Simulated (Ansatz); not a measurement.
## TiO2 (I4/m): the gap up the ladder of methods

Wanted: a ladder of band gaps for TiO2 (I4/m), from density functionals to G0W0.

Calculated with Ansatz 0.2.0; density functionals, hybrids and G0W0, plane waves, PAW.

**1. Starting point**

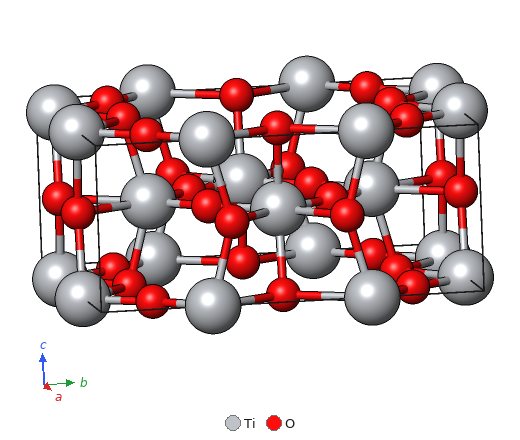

Start, viewed slightly off an axis; titanium light grey, oxygen red. This picture shows the conventional cell, with its axes. Some periodic images of atoms are drawn too.

Coordinates:

```cif
data_structure
_symmetry_space_group_name_H-M 'P 1'
_symmetry_Int_Tables_number 1
_cell_length_a 6.4359
_cell_length_b 6.4359
_cell_length_c 6.4359
_cell_angle_alpha 94.934
_cell_angle_beta 94.934
_cell_angle_gamma 145.891
_cell_volume 142.92
loop_
_atom_site_label
_atom_site_type_symbol
_atom_site_fract_x
_atom_site_fract_y
_atom_site_fract_z
_atom_site_occupancy
Ti1 Ti 0.29228 0.00286 0.29514 1
Ti2 Ti 0.00286 0.70772 0.71057 1
Ti3 Ti 0.99714 0.29228 0.28943 1
Ti4 Ti 0.70772 0.99714 0.70486 1
O5 O 0.49886 0.15078 0.64965 1
O6 O 0.16166 0.84040 0.00206 1
O7 O 0.15078 0.50114 0.65192 1
O8 O 0.15960 0.16166 0.32126 1
O9 O 0.84040 0.83834 0.67874 1
O10 O 0.84922 0.49886 0.34808 1
O11 O 0.83834 0.15960 0.99794 1
O12 O 0.50114 0.84922 0.35035 1
```

The cell and positions are those that the Materials Project relaxed with its own functionals (PBE, PBE+U or r2SCAN), kept fixed. This is not the form that TiO2 usually takes at ambient conditions. At the settings of the band run the largest force is still 0.18 eV/Å.

The logs state that the PAW files were generated under PBE.

**2. LDA on the 6×6×6 mesh**

Levels along a band path and on the mesh show where this functional puts the band edges.

This step: DFT, LDA, plane waves, PAW; PAW set soft_1.

input.yaml reads:

```yaml
crystal:
  lattice:
    - [-4.3507577183, 4.3507577183, 1.8875555959]
    - [4.3507577183, -4.3507577183, 1.8875555959]
    - [4.3507577183, 4.3507577183, -1.8875555959]
  atoms:
    - { symbol: Ti, position: [0.2922817, 0.00285525, 0.29513695] }
    - { symbol: Ti, position: [0.00285525, 0.7077183, 0.71057354] }
    - { symbol: Ti, position: [0.99714475, 0.2922817, 0.28942646] }
    - { symbol: Ti, position: [0.7077183, 0.99714475, 0.70486305] }
    - { symbol: O, position: [0.49886382, 0.15078472, 0.64964854] }
    - { symbol: O, position: [0.16166201, 0.8403974, 0.00205942] }
    - { symbol: O, position: [0.15078471, 0.50113618, 0.65192089] }
    - { symbol: O, position: [0.15960259, 0.16166201, 0.32126461] }
    - { symbol: O, position: [0.8403974, 0.83833799, 0.67873539] }
    - { symbol: O, position: [0.84921528, 0.49886382, 0.34807911] }
    - { symbol: O, position: [0.83833799, 0.15960259, 0.99794058] }
    - { symbol: O, position: [0.50113618, 0.84921529, 0.35035146] }
kpoints:
  mp_grid: { grid: [6, 6, 6] }
  band_path:
    path:
      - [[0.0, 0.0, 0.0], [-0.5, 0.5, 0.0], [-0.5, 0.5, 0.5], [0.0, 0.0, 0.0], [-0.29705543, -0.29705543, 0.29705543]]
      - [[-0.70294457, 0.29705543, 0.70294457], [-0.5, 0.5, 0.5]]
      - [[-0.5, 0.5, 0.0], [-0.75, 0.25, 0.25], [-0.5, 0.0, 0.5], [0.0, 0.0, 0.0]]
    npoints: 10
hamiltonian:
  xc: lda
  pseudopotentials: { kind: paw, azcp: { folder: soft_1 }, xc_functional: pbe }
scf:
  occupations: { method: fermi_dirac, width: 0.02 }
  n_extra_bands: 8
output:
  eigenvalues: true
  forces: true
  stress: true
  write_density: true
  write_potential: true
  elf: true
  volumetric_format: npy
```

On the command line:

```sh
$ ansatz run input.yaml --threads 3 --pin off --max-ram 92160MiB --backend cuda --events-out ev --progress --plain --runs-dir out --devices 1 --max-vram 13GiB
```

Numbers of over 12 decimals in the logs are rounded to 6 here.

The log of the run:

```text
scf.n_extra_bands = 8 over 48 filled bands (N_el = 96.0): the run solves 56 bands
GPUs: using 1 of 1 available (devices: 1).
Engine: ansatz 0.2.0, x86_64-unknown-linux-gnu
Pseudopotentials: kind: paw
Pseudopotential: Ti, paw, valence charge 12, recommended cutoff 420 eV (normal), soft_1/Ti.paw.azcp
Pseudopotential: O, paw, valence charge 6, recommended cutoff 420 eV (normal), soft_1/O.paw.azcp
Functional definition: SPW92
  exchange = slater_x
  correlation = pw_c
device memory: the entry about to start is reckoned to put 5.2 GiB on a device that reports 31.8 GiB free (of which the cap on the GPU budget leaves the run 13.0 GiB)
GPU FFT provider: cuFFT
GPU libraries: cuBLAS 13.8.2, cuFFT 12.4.0, cuSOLVER 12.3.4
Crystal: 12 atoms, lattice volume = 142.919 Å³
Basis set: ecut = 420 eV, 2795 PW (Γ)
Bands: 56, of which v1, the nominal top of the filled ones, is band 48 counted from 1 (47 counted from 0)
Symmetry: 8 space group operations
Space group: I4/m (ITA 87), of the structure as read, at distance tolerance 5.2e-5 Å
k-points: 36 of 216
Non-local potential: Ti, projectors of the file, l = 0: 3, l = 1: 2, l = 2: 3, l = 3: 1
Non-local potential: O, projectors of the file, l = 0: 2, l = 1: 2, l = 2: 1
PAW form: soft (Blöchl's): semilocal exchange-correlation on the pseudo side does not see the compensation charge
PAW frozen core: Ti, regenerated for the run's functional, and the local potential with it (the file was generated under x = pbe(κ = 0.804, μ = 0.219515), c = pbe(β = 0.066725))
PAW frozen core: O, regenerated for the run's functional, and the local potential with it (the file was generated under x = pbe(κ = 0.804, μ = 0.219515), c = pbe(β = 0.066725))
PAW one-centre angular grid: Ti, 590 points (default); XC on 64 Gauss nodes
PAW one-centre angular grid: O, 110 points (default); XC on 64 Gauss nodes
Initial density: superposition of atomic densities (chi_scale 0.1, normalization cell, long waves kept (reshape's long-wave potential 0.09 eV rms))
Initial wavefunctions: pseudopotential atomic-orbital guess
GPU buffer pool allocated for 91125 grid points (all kernels)
GPU transforms: local potential and band sums: pruned to the plane-wave sphere, on 45×45×45
Functional: x = slater, c = lda
SCF iter   1: F=—  HF=-14261.280350 eV  |F-HF|=—  |Δ(HF+E_count)|=         —  Δρ=5.02e-2  dr2=4.38e0  ethr=3.10e-3  ⟨swp⟩=5.1  Hψ=6976  notcnv=0
preconditioner: auto → Resta (q_TF=auto, 2.553 Å⁻¹)  ε∞=8.2  [insulator: Δε(μ)=1.144 eV  Ē_g=9.244 eV  σ=0.020 eV  W_gap=1.00  n_scr=44 (ndim 8)  ℏωp=24.8 eV  f_vac=0.049  D(μ)=0.00/eV (n_scr^D=0)  ε∞_Penn≈8.2]
SCF iter   2: F=—  HF=-14260.674006 eV  |F-HF|=—  |Δ(HF+E_count)|=   6.06e-1  Δρ=2.97e-2  dr2=1.49e0  ethr=3.10e-3  ⟨swp⟩=2.4  Hψ=3322  notcnv=0  defer=95
SCF iter   3: F=—  HF=-14260.415211 eV  |F-HF|=—  |Δ(HF+E_count)|=   2.59e-1  Δρ=2.29e-2  dr2=9.54e-1  ethr=1.55e-3  ⟨swp⟩=2.0  Hψ=3122  notcnv=0  defer=95
SCF iter   4: F=—  HF=-14260.262502 eV  |F-HF|=—  |Δ(HF+E_count)|=   1.53e-1  Δρ=6.16e-3  dr2=8.74e-2  ethr=9.94e-4  ⟨swp⟩=2.0  Hψ=3252  notcnv=0  defer=95
SCF iter   5: F=—  HF=-14260.256883 eV  |F-HF|=—  |Δ(HF+E_count)|=   5.62e-3  Δρ=6.05e-3  dr2=6.36e-2  ethr=9.10e-5  ⟨swp⟩=2.1  Hψ=3198  notcnv=0  defer=95
SCF iter   6: F=—  HF=-14260.250996 eV  |F-HF|=—  |Δ(HF+E_count)|=   5.89e-3  Δρ=1.64e-3  dr2=6.32e-3  ethr=6.63e-5  ⟨swp⟩=2.0  Hψ=2978  notcnv=0  defer=95
SCF iter   7: F=—  HF=-14260.253061 eV  |F-HF|=—  |Δ(HF+E_count)|=   2.07e-3  Δρ=4.35e-4  dr2=4.47e-4  ethr=6.58e-6  ⟨swp⟩=2.0  Hψ=2656  notcnv=0  defer=95
SCF iter   8: F=—  HF=-14260.252820 eV  |F-HF|=—  |Δ(HF+E_count)|=   2.41e-4  Δρ=1.59e-4  dr2=5.54e-5  ethr=4.65e-7  ⟨swp⟩=2.0  Hψ=2678  notcnv=0  defer=95
SCF iter   9: F=—  HF=-14260.253392 eV  |F-HF|=—  |Δ(HF+E_count)|=   5.72e-4  Δρ=3.44e-5  dr2=1.98e-6  ethr=5.77e-8  ⟨swp⟩=2.0  Hψ=2990  notcnv=0  defer=95
SCF iter  10: F=—  HF=-14260.253392 eV  |F-HF|=—  |Δ(HF+E_count)|=   3.06e-7  Δρ=9.20e-6  dr2=1.26e-7  ethr=2.06e-9  ⟨swp⟩=2.0  Hψ=2946  notcnv=0  defer=95
SCF iter  11: F=-14260.253392 eV  HF=-14260.253392 eV  |F-HF|=2.18e-9  |Δ(HF+E_count)|=   5.06e-8  Δρ=2.71e-6  dr2=1.13e-8  ethr=1.04e-10  ⟨swp⟩=18.2  Hψ=20903  notcnv=0
SCF 1 converged in 11 iterations: F = -14260.253392 eV  dr2 = 1.13e-8
[...]
device memory: the entry about to start is reckoned to put 4.1 GiB on a device that reports 37.6 GiB free (of which the cap on the GPU budget leaves the run 13.0 GiB)
NSCF: frozen V_eff on 83 k-points
SCF converged after 11 iterations
Free energy (F): -14260.253392 eV
Harris-Foulkes:  -14260.253392 eV  (|F-HF|=2.18e-9)
Internal energy: -14260.253392 eV  (E = F + TS)
E sigma→0 (E₀):  -14260.253392 eV
Fermi energy:    7.136821 eV
--- Per-component energies (eV) ---
  E_band       = -994.291207
  E_kinetic    = 2450.257696
  E_local      = -8204.986866  (includes V_loc(G=0)·N_el)
  E_nonlocal   = 681.172457
  E_hartree    = 3211.121572
  E_xc         = -1022.883021
  E_vxc        = -1303.199252  (∫ρ·V_xc dr)
  E_paw        = -5179.718004  (= ΣΔE_a)
  E_vpaw       = -1039.782794  (= ΣTr[D̂ρ^β])
  E_aug_tail   = 0.006016  (compensation charges beyond the density's cutoff)
  E_ewald      = -6197.302418
  E_core_change = 2.079174  (= ΣΔE_core)
  E_smearing   = -0.000000  (= −TS)
  E_closure    = -0.000000  (closes the sum)
  Σ components = -14260.253392   (vs F -14260.253392, Δ=0.00e0)
--- Forces (eV/Å), atoms counted from 1 ---
  atom   1  Ti     0.02464150    -0.18050781     0.00000000
  atom   2  Ti     0.18050781     0.02464150     0.00000000
  atom   3  Ti    -0.18050781    -0.02464150     0.00000000
  atom   4  Ti    -0.02464150     0.18050781     0.00000000
  atom   5  O     -0.05889503     0.00406163     0.00000000
  atom   6  O     -0.00527983    -0.06705547    -0.00000000
  atom   7  O     -0.00406163    -0.05889503     0.00000000
  atom   8  O     -0.06705547     0.00527983     0.00000000
  atom   9  O      0.06705547    -0.00527983     0.00000000
  atom  10  O      0.00406163     0.05889503     0.00000000
  atom  11  O      0.00527983     0.06705547     0.00000000
  atom  12  O      0.05889503    -0.00406163     0.00000000
  max |Σ_I F_I| component: 2.69e-17 eV/Å
--- Stress (GPa, compression-positive) ---
       -7.923110      -0.000000       0.000000
        0.000000      -7.923110       0.000000
        0.000000       0.000000      -7.389365
  P = ⅓ Tr σ = -7.7452 GPa (-77.452 kbar)
--- Band table (eV; the first three rows and the last of 36) ---
  k-point 0: bands = [... 44 lower, 5.4317, 5.4317, 5.4363, 5.6665, 7.9001, 9.3442, 9.3442, 9.4082, ... 4 higher]
  k-point 1: bands = [... 44 lower, 5.2982, 5.4002, 5.4548, 5.7261, 8.0119, 9.2654, 9.2817, 9.3963, ... 4 higher]
  k-point 2: bands = [... 44 lower, 5.2000, 5.3886, 5.4564, 5.7246, 8.3027, 9.0792, 9.1076, 9.5238, ... 4 higher]
  k-point 35: bands = [... 44 lower, 5.1343, 5.2095, 5.2095, 6.3734, 9.1711, 9.1711, 9.2219, 9.4182, ... 4 higher]
```

Run time: 16 s. Hardware: 1 × NVIDIA H100 80GB HBM3 (shared by 6 runs) with 3 threads of AMD EPYC 7R13 (Zen 3), shared host; peak memory 0.98 GiB; 27 s of CPU time.

This step gave:

| Quantity | Value |
| --- | --- |
| pressure | -7.745 GPa |
| filled bands | 48 |
| gap | 1.527 eV |
| valence top at | M |
| conduction bottom at | Γ |
| least direct gap | 2.234 eV |

Over mesh and path the gap is 1.527 eV, from k = (-0.500, 0.500, 0.500) to k = Γ. The least direct gap found is 2.234 eV, at k = Γ. The pressure in this cell is -8 GPa; the cell is kept.

**3. r2SCAN on the 6×6×6 mesh**

r2SCAN is a meta-GGA: it depends on the kinetic-energy density as well as on the density and its gradient.

This step: DFT, r2SCAN, plane waves, PAW; PAW set soft_1.

input.yaml, as its differences from that of step 2:

```diff
@@ -22,11 +22,15 @@
     path:
-      - [[0.0, 0.0, 0.0], [-0.5, 0.5, 0.0], [-0.5, 0.5, 0.5], [0.0, 0.0, 0.0], [-0.29705543, -0.29705543, 0.29705543]]
-      - [[-0.70294457, 0.29705543, 0.70294457], [-0.5, 0.5, 0.5]]
-      - [[-0.5, 0.5, 0.0], [-0.75, 0.25, 0.25], [-0.5, 0.0, 0.5], [0.0, 0.0, 0.0]]
-    npoints: 10
+      - [0.0, 0.0, 0.0]
+      - [-0.5, 0.5, 0.0]
+      - [-0.5, 0.5, 0.5]
+      - [-0.29705543, -0.29705543, 0.29705543]
+      - [-0.70294457, 0.29705543, 0.70294457]
+      - [-0.75, 0.25, 0.25]
+      - [-0.5, 0.0, 0.5]
+    npoints: 1
 hamiltonian:
-  xc: lda
-  pseudopotentials: { kind: paw, azcp: { folder: soft_1 }, xc_functional: pbe }
+  xc: r2scan
+  pseudopotentials: { kind: paw, azcp: { folder: soft_1 } }
 scf:
-  occupations: { method: fermi_dirac, width: 0.02 }
+  occupations: { method: fixed }
   n_extra_bands: 8
@@ -36,5 +40 @@
   stress: true
-  write_density: true
-  write_potential: true
-  elf: true
-  volumetric_format: npy
```

The log of the run:

```text
[...]
GPUs: using 1 of 1 available (devices: 1).
[...]
GPU FFT provider: cuFFT
GPU libraries: cuBLAS 13.8.2, cuFFT 12.4.0, cuSOLVER 12.3.4
Crystal: 12 atoms, lattice volume = 142.919 Å³
Basis set: ecut = 500 eV, 3623 PW (Γ), exchange–correlation on 192×192×192 points (64 copies of the dense FFT grid, shifted against one another)
Bands: 56, of which v1, the nominal top of the filled ones, is band 48 counted from 1 (47 counted from 0)
Symmetry: 8 space group operations
[...]
k-points: 36 of 216
[...]
GPU buffer pool allocated for 110592 grid points (all kernels)
[...]
SCF iter   1: F=—  HF=-14584.728716 eV  |F-HF|=—  |Δ(HF+E_count)|=         —  Δρ=6.89e-2  dr2=7.14e0  dr2_τ=1.21e0  ethr=3.10e-3  ⟨swp⟩=4.2  Hψ=6193  notcnv=0  defer=165
[...]
atom   7  O     -0.01429522     0.00426068    -0.00000000
  atom   8  O     -0.06139998     0.01125144     0.00000000
  atom   9  O      0.06139998    -0.01125144     0.00000000
  atom  10  O      0.01429522    -0.00426068    -0.00000000
  atom  11  O      0.01125144     0.06139998    -0.00000000
  atom  12  O     -0.00426068    -0.01429522     0.00000000
  max |Σ_I F_I| component: 5.55e-17 eV/Å
--- Stress (GPa, compression-positive) ---
       -1.558173      -0.000011       0.000000
        0.000011      -1.558173      -0.000000
        0.000000      -0.000000      -0.577487
  P = ⅓ Tr σ = -1.2313 GPa (-12.313 kbar)
--- Band table (eV; the first three rows and the last of 36) ---
  k-point 0: bands = [... 44 lower, 5.3999, 5.3999, 5.4068, 5.6804, 8.4046, 9.7993, 9.7993, 9.8366, ... 4 higher]
  k-point 1: bands = [... 44 lower, 5.2795, 5.3759, 5.4256, 5.7384, 8.5113, 9.7056, 9.7379, 9.8520, ... 4 higher]
  k-point 2: bands = [... 44 lower, 5.1803, 5.3788, 5.4316, 5.7454, 8.7904, 9.5401, 9.5640, 9.9805, ... 4 higher]
  k-point 35: bands = [... 44 lower, 5.1081, 5.1951, 5.1951, 6.3927, 9.6435, 9.6435, 9.6909, 9.8678, ... 4 higher]
[key lines of the parts left out:]
SCF converged after 10 iterations
Free energy (F): -14584.781701 eV
Fermi energy:    6.392716 eV
```

The job ended after 9.1 s (1 × NVIDIA H100 80GB HBM3 (shared by 6 runs) with 3 threads; peak memory 1.2 GiB).

Numbers from this step:

| Property | Result |
| --- | --- |
| pressure | -1.231 GPa |
| gap | 2.012 eV |
| valence top at | M |
| conduction bottom at | Γ |
| least direct gap | 2.724 eV |

Over mesh and listed points the gap is 2.012 eV, from k = (-0.500, 0.500, 0.500) to k = Γ. The least direct gap found is 2.724 eV, at k = Γ. r2SCAN against LDA: 2.012 − 1.527 = +0.485 eV. The runs also differ in plane-wave cutoff (420 eV and 500 eV), so how much of this comes from the functional alone is not known.

**4. HSE06 on the 4×4×4 mesh**

HSE06 mixes in a quarter of exact exchange at short range.

This step: DFT, HSE06, plane waves, PAW; PAW set soft_1.

input.yaml, as its differences from that of step 3:

```diff
@@ -19,3 +19,3 @@
 kpoints:
-  mp_grid: { grid: [6, 6, 6] }
+  mp_grid: { grid: [4, 4, 4] }
   band_path:
@@ -31,3 +31,3 @@
 hamiltonian:
-  xc: r2scan
+  xc: hse06
   pseudopotentials: { kind: paw, azcp: { folder: soft_1 } }
@@ -38,3 +38 @@
   eigenvalues: true
-  forces: true
-  stress: true
```

The log of the run:

```text
[...]
GPUs: using 1 of 1 available (devices: 1).
[...]
davidson cushion auto → on  (no smearing: the cushion is to keep the highest requested band from converging to the state above it; pin scf.eigensolver.cushion to override)
[...]
GPU FFT provider: cuFFT
GPU libraries: cuBLAS 13.8.2, cuFFT 12.4.0, cuSOLVER 12.3.4
Crystal: 12 atoms, lattice volume = 142.919 Å³
Basis set: ecut = 420 eV, 2795 PW (Γ)
[...]
Fermi energy:    5.811282 eV
[...]
--- Band table (eV; the first three rows and the last of 14) ---
  k-point 0: bands = [... 44 lower, 4.6869, 4.6869, 4.7315, 5.0543, 8.8360, 10.3525, 10.3525, 10.4160, ... 4 higher]
  k-point 1: bands = [... 44 lower, 4.4643, 4.6712, 4.7509, 5.1178, 9.0881, 10.1687, 10.2058, 10.4961, ... 4 higher]
  k-point 2: bands = [... 44 lower, 4.4350, 4.6976, 4.7525, 5.0876, 9.5362, 9.8507, 10.0456, 10.6971, ... 4 higher]
  k-point 13: bands = [... 44 lower, 4.3747, 4.4492, 4.4492, 5.8113, 10.1893, 10.2272, 10.2272, 10.5018, ... 4 higher]
[key lines of the parts left out:]
Free energy (F): -14551.403208 eV
```

Wall time 46 s (1 × NVIDIA H100 80GB HBM3 (shared by 6 runs) with 3 threads); peak memory 1.7 GiB.

Numbers from this step:

| Item | Value |
| --- | --- |
| gap | 3.025 eV |
| valence top at | M |
| conduction bottom at | Γ |
| least direct gap | 3.782 eV |
| exact-exchange fraction | 0.25 |

Over mesh and listed points the gap is 3.025 eV, from k = (-0.500, 0.500, 0.500) to k = Γ. The least direct gap found is 3.782 eV, at k = Γ. HSE06 against LDA: 3.025 − 1.527 = +1.498 eV. The runs also differ in mesh (6×6×6 and 4×4×4), so how much of this comes from the functional alone is not known.

**5. PBE0 on the 4×4×4 mesh**

PBE0 mixes in a quarter of exact exchange at all distances.

This step: DFT, PBE0, plane waves, PAW; PAW set soft_1.

input.yaml, as its differences from that of step 4:

```diff
@@ -31,3 +31,3 @@
 hamiltonian:
-  xc: hse06
+  xc: pbe0
   pseudopotentials: { kind: paw, azcp: { folder: soft_1 } }
```

The log of the run:

```text
[...]
GPUs: using 1 of 1 available (devices: 1).
[...]
GPU FFT provider: cuFFT
GPU libraries: cuBLAS 13.8.2, cuFFT 12.4.0, cuSOLVER 12.3.4
Crystal: 12 atoms, lattice volume = 142.919 Å³
Basis set: ecut = 420 eV, 2795 PW (Γ)
Bands: 56, of which v1, the nominal top of the filled ones, is band 48 counted from 1 (47 counted from 0)
Symmetry: 8 space group operations
[...]
k-points: 14 of 64
[...]
Fermi energy:    5.424147 eV
[...]
--- Band table (eV; the first three rows and the last of 14) ---
  k-point 0: bands = [... 44 lower, 4.2919, 4.2919, 4.3478, 4.6619, 9.1908, 10.7254, 10.7254, 10.7888, ... 4 higher]
  k-point 1: bands = [... 44 lower, 4.0630, 4.2769, 4.3611, 4.7219, 9.4470, 10.5380, 10.5780, 10.8706, ... 4 higher]
  k-point 2: bands = [... 44 lower, 4.0374, 4.3028, 4.3590, 4.6874, 9.9010, 10.2203, 10.4132, 11.0732, ... 4 higher]
  k-point 13: bands = [... 44 lower, 3.9801, 4.0441, 4.0441, 5.4241, 10.5606, 10.6009, 10.6009, 10.8772, ... 4 higher]
[key lines of the parts left out:]
Free energy (F): -14553.051795 eV
```

The job ended after 47 s (1 × NVIDIA H100 80GB HBM3 (shared by 6 runs) with 3 threads; peak memory 1.8 GiB).

This step gave:

- gap: 3.767 eV
- valence top at: M
- conduction bottom at: Γ
- least direct gap: 4.529 eV
- exact-exchange fraction: 0.25

Over mesh and listed points the gap is 3.767 eV, from k = (-0.500, 0.500, 0.500) to k = Γ. The least direct gap found is 4.529 eV, at k = Γ. PBE0 against HSE06: 3.767 − 3.025 = +0.742 eV, with the same mesh, files and cutoff, and both edges at the same k points.

(Part 1 of 2 ends here.)

[Paths, hosts, dates, memory and timing lines, banners, echoed tables and standing remarks are left out of the program output.]

[Logs are printed without paths, hosts, clocks, repeated set-up lines and the standing remarks that a program may print on its own settings, such as how far it seeks lower states.]

[Runs of the session that timed out or met a known fault of the program may be left out.]

[Cells called generated may have been cut or substituted from an entry of the Crystallography Open Database or the Materials Project.]

[Hosts, paths, dates, database ids (printed as entryN), source tags and the programs' standing remarks are cut or masked in the printed files.]

[Where an RPA ε∞ is given, it is that of the G0W0 mesh and is not shown converged in it. Names of k-points follow the symmetry that the program found, which can be lower than the space group named. Band edges on a path are those of the sampled points; other points can move an edge, and change direct to indirect where valleys lie close.]

[Hybrid gaps are those of their k-mesh and are not shown converged in it.]
